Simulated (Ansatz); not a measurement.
Cell and atoms:

Space group I4/mmm (No. 139). a = 2.648 Å, b = 2.648 Å, c = 3.158 Å, α = 90.00°, β = 90.00°, γ = 90.00°
| atom | site | symmetry | x | y | z |
| --- | --- | --- | --- | --- | --- |
| Cu | 2a | 4/mmm | 0.0000 | 0.0000 | 0.0000 |

Say what kind of structure these coordinates give.

The element is copper. Within 0.01 Å the space group is I4/mmm (No. 139), body-centred tetragonal. The cell holds two atoms.

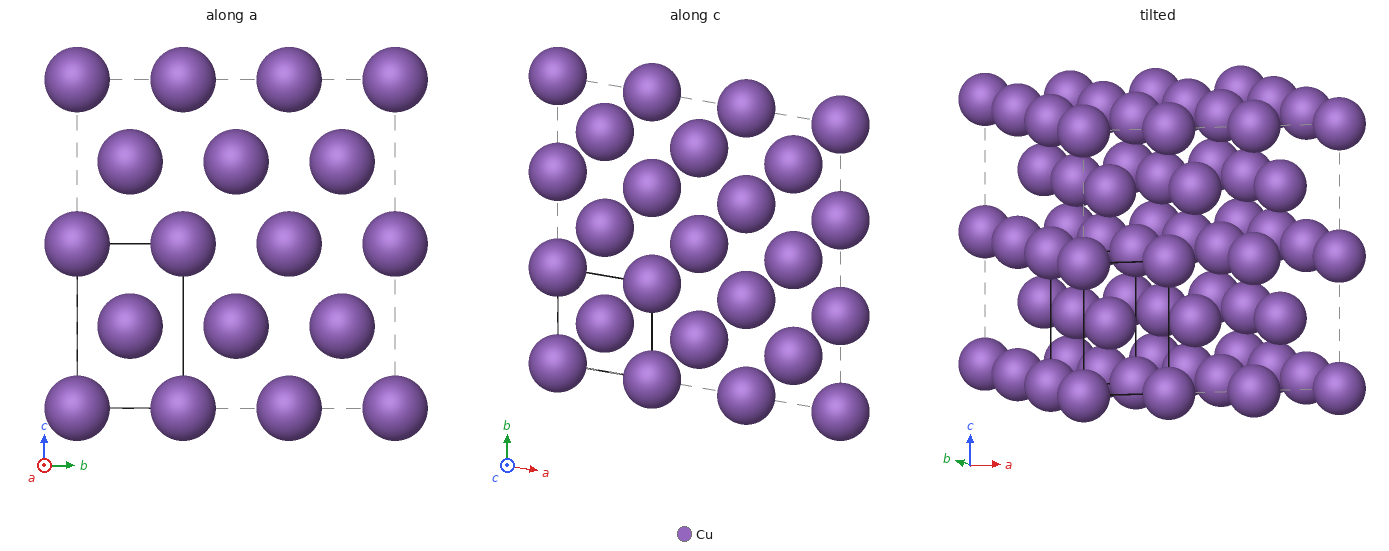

The crystal in a spheres-only representation, seen along the a axis, along the c axis and slightly off an axis. The unit cell (solid box) is repeated to 3×3×2 cells. Colours: copper purple.

It goes back to a structure listed in the Materials Project. The cell was then strained or its atoms displaced on purpose. It went into a calculation with Ansatz.
